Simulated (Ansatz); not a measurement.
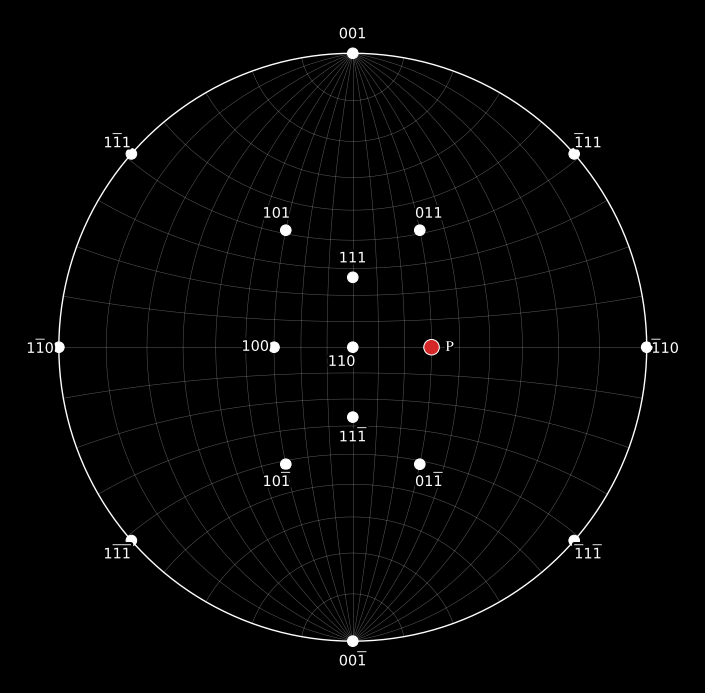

For B, the input geometry of an electronic-structure calculation (not necessarily at equilibrium); the starting structure was generated, so it need not be a known form of this composition: stereographic projection of plane normals (upper hemisphere) centred on (1 1 0). Symmetry computed with spglib at a tolerance of 0.002 Å; standard conventional cell.

a = 2.859 Å, b = 2.859 Å, c = 2.836 Å, α = 90.00°, β = 90.00°, γ = 120.00°.

Index the pole marked P.

Answer. P is (0 1 0), in four indices (0 1 −1 0), 30.0° from the centre.

What is the angle between the normals of (1 1 1) and (0 1 1), and what are their d_hkl = 1/|g|?

Answer. 28.5°; d = 1.277 Å and 1.865 Å.
